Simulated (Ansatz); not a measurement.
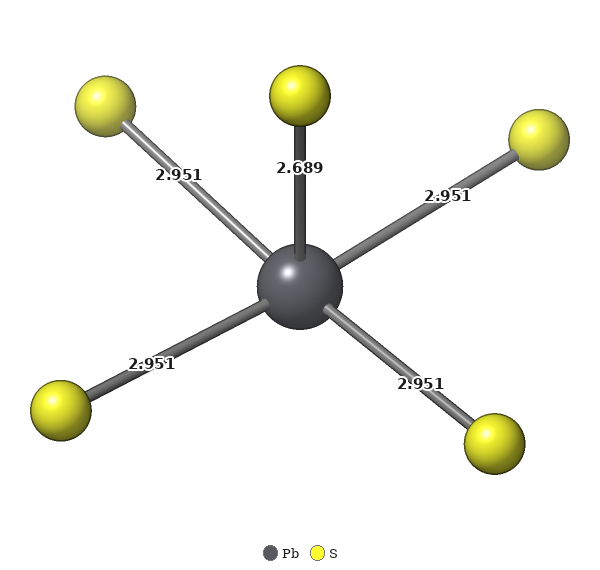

The surroundings of site Pb1 (at 0.500, 0.627, 0.750) in PbS in space group Cmcm, with bond lengths in Å.

Origin of the cell: the end point of a relaxation with DFT PBEsol, scalar-relativistic, plane waves, PAW in Ansatz 0.2.0.

```
CELL_PARAMETERS angstrom
4.09776 0.00000 0.00000
0.00000 11.59559 0.00000
0.00000 0.00000 4.23528
ATOMIC_POSITIONS crystal
Pb 0.50000 0.62708 0.75000
Pb 0.00000 0.87292 0.25000
S 0.50000 0.85897 0.75000
S 0.00000 0.64103 0.25000
Pb 0.00000 0.12708 0.75000
Pb 0.50000 0.37292 0.25000
S 0.00000 0.35897 0.75000
S 0.50000 0.14103 0.25000
```

Bond valence s = exp((R0 − d)/b), R0 fitted to published crystal structures with b = 0.37 Å; R0 in Å: Pb2+–S 2.545.

**Calculate the bond-valence sum of Pb1 from the bonds drawn.**

1 × 0.678 + 4 × 0.334 = 2.01 v.u., against a formal valence of 2: a close match.

**And over the whole structure?**

```
site              x, y, z  formal valence  bond-valence sum  difference
 Pb1  0.500, 0.627, 0.750              +2              2.10        0.10
  S1  0.500, 0.859, 0.750              −2              2.10        0.10
```

These sums include all anions within 5 Å. The global instability index (root mean square of the differences over all atoms) is 0.10 v.u.: little strain.
